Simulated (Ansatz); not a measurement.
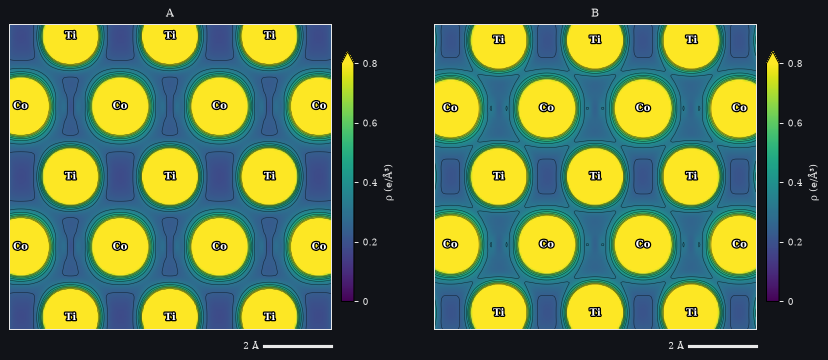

TiCo. The valence electron density of two cells that differ in size, on the (011) plane of each (indices in the axes of the calculation cell), at one length scale and on one colour scale; one has 12.1 and the other 13.3 Å³ an atom.

Level of theory: DFT PBE, scalar-relativistic, plane waves, PAW in Ansatz 0.2.0.

Core electrons are frozen (PAW), and the valence fields are smoothed inside the atomic spheres.

Which panel shows the smaller cell, and what does the compression change?

Answer. Panel B is the smaller cell, by 9 % in volume. From the larger cell to the smaller, Ti–Co goes from 2.59 to 2.51 Å, and the density at its midpoint from 0.29 to 0.33 e/Å³; the pressure goes from 0.0 to 18 GPa; the largest moment (Co) goes from 1.0 to 0.7 μB.
